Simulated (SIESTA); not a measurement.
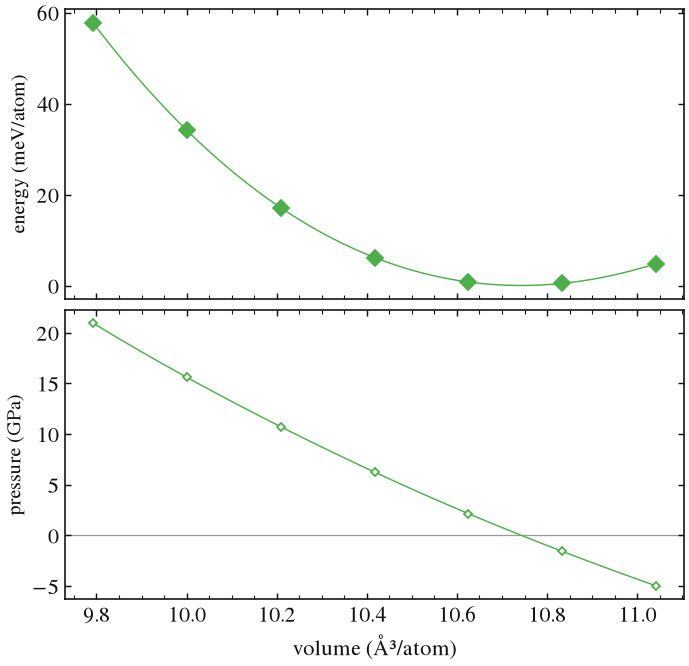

**Figure.** Energy and pressure against volume for AlN, space group F-43m (No. 216).

A third-order Birch–Murnaghan fit gives V0 = 10.74 Å³/atom, B0 = 192 GPa and B′ = 3.5. The energy is 57.79 meV/atom at volume 9.79 Å³/atom and 4.81 meV/atom at 11.04 Å³/atom; the lowest computed point is at volume 10.83 Å³/atom (0.46 meV/atom). The pressure falls from 20.93 GPa at volume 9.79 Å³/atom to −5.00 GPa at 11.04 Å³/atom, and changes sign near 10.74 Å³/atom.

Computed with SIESTA 5.4.2: DFT in numerical atomic orbitals with pseudopotentials, no spin polarisation; energies at scaled volumes of the given cell, shape and fractions fixed, counted from the fit's minimum, third-order Birch-Murnaghan fit. Level: PBE.

k mesh 10×10×10; occupations Fermi–Dirac; smearing width 0.05 eV; potentials PseudoDojo 0.4 standard, converted to PSML, two zetas on semicore shells; program settings basis DZP, mesh cutoff 800 Ry.

Cell as given: a = 3.089 Å, b = 3.089 Å, c = 3.089 Å, α = 60.00°, β = 60.00°, γ = 60.00°; 2 atoms.

Caveats: mulliken charges of long orbitals.
